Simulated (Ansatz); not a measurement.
Single-point calculation of MoS2 (part 3 of 3)

Continued. System: MoS2 (R-3m, 3 atoms in the cell). Method: DFT r2SCAN+U, scalar-relativistic, plane waves, PAW, Ueff = 4 eV on Mo atom 1 d, spin-polarised (Ansatz 0.2.0); cutoff 500 eV, 7×7×7 k-mesh, Gaussian smearing of 0.05 eV, collinear spins. The structure derives from an entry of the Crystallography Open Database. It belongs to a series of runs on one base structure; here: random orbitals: harmonics, high filling.

## Log, continued
```
  k-point 0 ↑: bands = ["-53.2495", "-26.7648", "-26.5819", "-26.5817", "-4.7189", "-2.9784", "3.6341", "5.8204", "5.8212", "7.9039", "7.9045", "9.2652", "9.3657", "10.9196", "10.9196", "14.5737", "14.5740", "17.5845"]
  k-point 1 ↑: bands = ["-53.2416", "-26.7494", "-26.6614", "-26.6002", "-4.3729", "-2.9400", "4.0488", "5.2675", "6.2286", "7.1336", "7.4168", "9.0610", "9.6510", "10.6809", "11.1451", "13.8623", "14.3753", "18.7887"]
  k-point 2 ↑: bands = ["-53.2257", "-26.8362", "-26.7135", "-26.6408", "-3.5414", "-2.7645", "4.0159", "5.2357", "5.9469", "6.5297", "7.4561", "8.2952", "8.7034", "10.9823", "11.2363", "14.2998", "14.3175", "18.3578"]
  k-point 99 ↓: bands = ["-51.8420", "-25.6017", "-24.8402", "-24.7771", "-4.1379", "-3.3536", "5.7345", "6.0333", "7.3046", "8.3565", "8.8694", "9.9591", "11.9352", "13.1297", "13.1361", "14.3988", "15.0906", "18.9496"]
Occupation matrices written to [file]
--- Löwdin populations: 3 sites ---
  site symbol       q [e]    m [muB]
     0     Mo     13.4632     1.8507
     1      S      6.1736    -0.0569
     2      S      6.1736    -0.0569
  spilling = 0.007290 (of n_electrons = 26.000000)
--- Occupation matrices: 1 shell (run DFT+U table (all-electron-ortho-atomic); ε = 2.00e-2, under-converged) ---
  Mo0 d_4D: site group D3d (-3m)
  Mo0 d_4D up     Tr n = 3.4039  λ = 0.490 0.527 0.527 0.930 0.930  [z2 1.00 A1g(1.00) | 2× yz 0.36 Eg(1.00) | 2× x2-y2 0.36 Eg(1.00)]
  Mo0 d_4D dn     Tr n = 1.5675  λ = 0.212 0.212 0.251 0.446 0.446  [2× x2-y2 0.38 Eg(1.00) | z2 1.00 A1g(1.00) | 2× yz 0.38 Eg(1.00)]
  specified occupation → Mo0 d_4D up: matrix, ‖Δ‖_F = 1.2264, Tr Δ = -1.4039, displaced = 1.2533, d_λ = 0.8592; orbital distance = 1.4143
  specified occupation → Mo0 d_4D dn: matrix, ‖Δ‖_F = 0.7001, Tr Δ = -1.4675, displaced = 0.7337, d_λ = 0.7001; orbital distance = 0.0000
  Tr n, λ and their labels are of the run-group-symmetrised matrices; stabiliser: 12 of 24 elements of G0×{1,Θ} (closed), max defect 7.8e-4 at τ = 4.3e-3
```

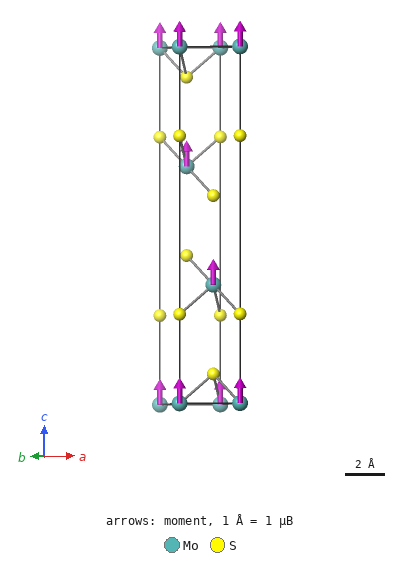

**Figure 1.** Magnetic moments of the sites as pink arrows (ball-and-stick view of the cell 3 times as large as that of the calculation, set on its symmetry axes, seen at an oblique angle); small moments hardly show. The run is collinear, so the axis drawn is arbitrary. Site moments: Mo1 (1.33 μB). They are counted near the atoms and needn't add up to the moment of the cell. Atoms are counted from 1 in the order of the input.

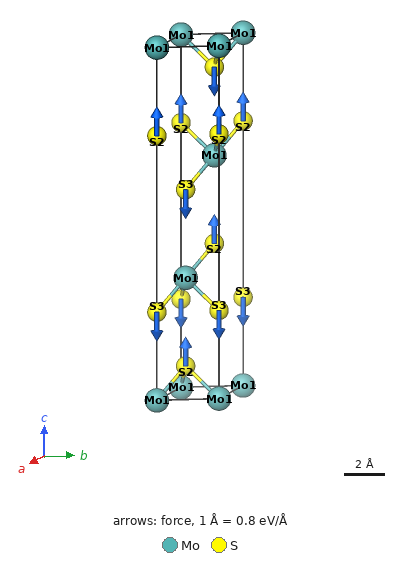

**Figure 2.** Forces on the atoms as blue arrows (ball-and-stick view of the cell 3 times as large as that of the calculation, set on its symmetry axes, seen slightly off an axis; atoms are numbered from 1 in the order of the input). The largest act on S2, S3 (1.23 eV/Å). The geometry is not a stationary point of this energy.

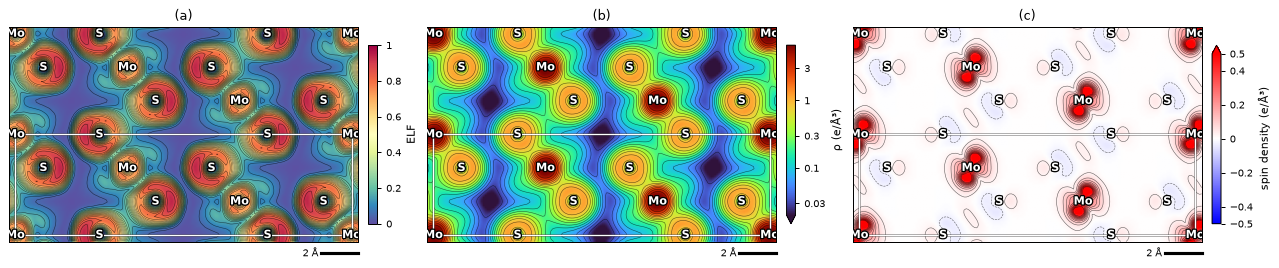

**Figure 3.** (a) ELF; (b) valence electron density; (c) spin density (up minus down) on the (110) plane of the conventional cell. The section cuts through Mo and S sites. Mo–S (2.39 Å): ρ at the midpoint is about 0.61 e/Å³; the ELF is about 0.40 at the midpoint. Away from the nuclei the density in this plane falls to 0.01 e/Å³ at its lowest. The strong features right at Mo lie inside the PAW spheres (semicore, d or f shells) and say nothing about bonding. The cell of the calculation (3 atoms) carries 1.7 μB net. Core electrons are frozen (PAW), so the fields are smoothed inside the atomic spheres.

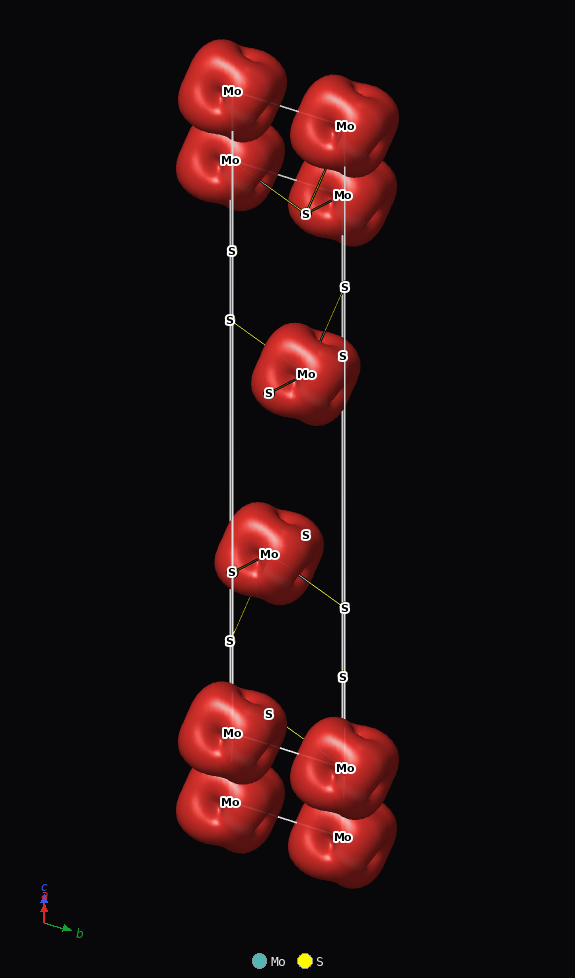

**Figure 4.** Isosurfaces of the spin density (up minus down) at +0.06 (red) and −0.06 e/Å³ (blue), seen at an oblique angle. Sticks mark near contacts. The outline is the cell set on symmetry axes. The cell of the calculation (3 atoms) carries 1.7 μB net. Only one sign reaches the isovalue.

The run was set up as follows.

## Input
```yaml
crystal:
  lattice:
    - [1.58550029, 0.91538902, 6.11499825]
    - [-1.58550029, 0.91538902, 6.11499825]
    - [0.0, -1.83077804, 6.11499825]
  atoms:
    - { symbol: Mo, position: [0.0, 0.0, 0.0], spin: 2.0 }
    - { symbol: S, position: [0.75, 0.75, 0.75] }
    - { symbol: S, position: [0.25, 0.25, 0.25] }
basis:
  ecutwfc: 500
  ecutrho_ratio: 4
kpoints:
  mp_grid: { grid: [7, 7, 7] }
hamiltonian:
  xc: r2scan
  hubbard:
    sites:
      - { site: 0, l: d, u_eff: 4.0, starting_ns: [{ spin: up, occupation_matrix: s0up }, { spin: down, occupation_matrix: s0down }] }
    occupation_matrices:
      s0up:
        matrix:
          - [0.02, 0.0, 0.0, 0.0, 0.0]
          - [0.0, 0.02, 0.0, 0.0, 0.0]
          - [0.0, 0.0, 0.97, 0.0, 0.0]
          - [0.0, 0.0, 0.0, 0.02, 0.0]
          - [0.0, 0.0, 0.0, 0.0, 0.97]
      s0down:
        matrix:
          - [0.02, 0.0, 0.0, 0.0, 0.0]
          - [0.0, 0.02, 0.0, 0.0, 0.0]
          - [0.0, 0.0, 0.02, 0.0, 0.0]
          - [0.0, 0.0, 0.0, 0.02, 0.0]
          - [0.0, 0.0, 0.0, 0.0, 0.02]
    ns_hold: { iters: 12 }
scf:
  occupations: { method: gaussian, width: 0.05 }
  lower_state_search: "off"
  max_iter: 150
output:
  forces: true
  stress: true
  eigenvalues: true
  populations: true
  hubbard: { sites: [{ site: 0, l: d }] }
  write_density: true
  write_potential: true
  elf: true
  volumetric_format: npy
magnetization:
  spin_polarized: true
```

Launch command:
```bash
ansatz run input.yaml --threads 4 --pin off --max-ram 6144MiB --backend cpu --events-out ev --progress --plain --runs-dir out
```

## Summary

```tsv
quantity	value
outcome	converged
space group (tolerance 0.01 Å)	R-3m (166)
electrons treated	26
free energy	−6776.4342 eV
Fermi energy	10.914 eV
gap on the k-point mesh	none (metallic)
net moment of the cell	1.75 μB
integrated absolute moment	2.04 μB
pressure	19.25 GPa
largest force (length of the vector)	1.234 eV/Å
hardware	4 threads of Arm Neoverse V1, 24 GiB of memory available, shared host
wall time	30 s (CPU time 1.9 min)
peak memory	0.71 GiB
```

## Notes

The program warns: the typed occupations were not kept; the state was not tested for a lower one; the occupation matrices lower the symmetry. The cell is under a pressure of 19.2 GPa at this level, so it is not at its equilibrium volume.
